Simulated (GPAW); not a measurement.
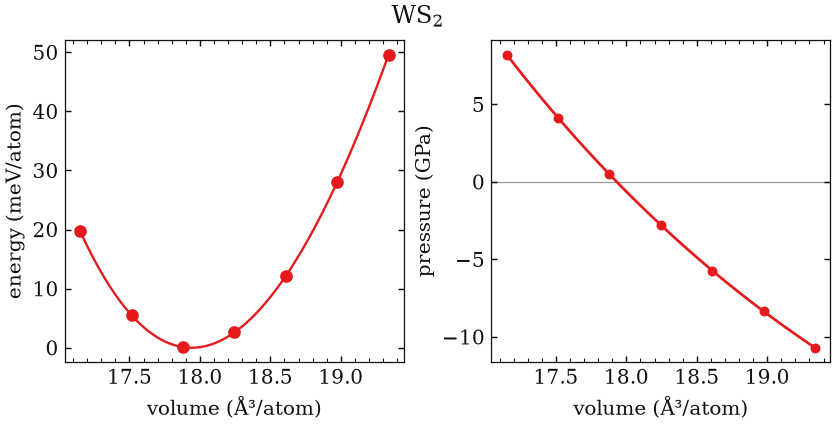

The figure shows the energy and pressure against volume for WS₂, space group P6_3/mmc (No. 194).

Cell as given: a = 3.180 Å, b = 3.180 Å, c = 12.500 Å, α = 90.00°, β = 90.00°, γ = 120.00°; 6 atoms.

How it was computed, with GPAW 26.7.0: PAW DFT in plane waves, on a grid or in atomic orbitals, no spin polarisation; energies at scaled volumes of the given cell, shape and fractions fixed, counted from the fit's minimum, third-order Birch-Murnaghan fit. Level: PBEsol.

k mesh 10×10×3; occupations Fermi–Dirac; smearing width 0.05 eV; potentials PAW data sets made by gpaw setup for the functional; wave cutoff 600 eV; program settings basis pw.

**How stiff is the solid, and where is its volume at rest?**

A third-order Birch–Murnaghan fit gives V0 = 17.94 Å³/atom, B0 = 167 GPa and B′ = 4.4.

**Read off the course of the pressure.**

It falls from 8.22 GPa at volume 17.15 Å³/atom to −10.70 GPa at 19.34 Å³/atom, and changes sign near 17.93 Å³/atom.

Limits of the calculation: shape and atomic fractions are frozen while scaling, which makes layered, chain and framework solids too stiff.
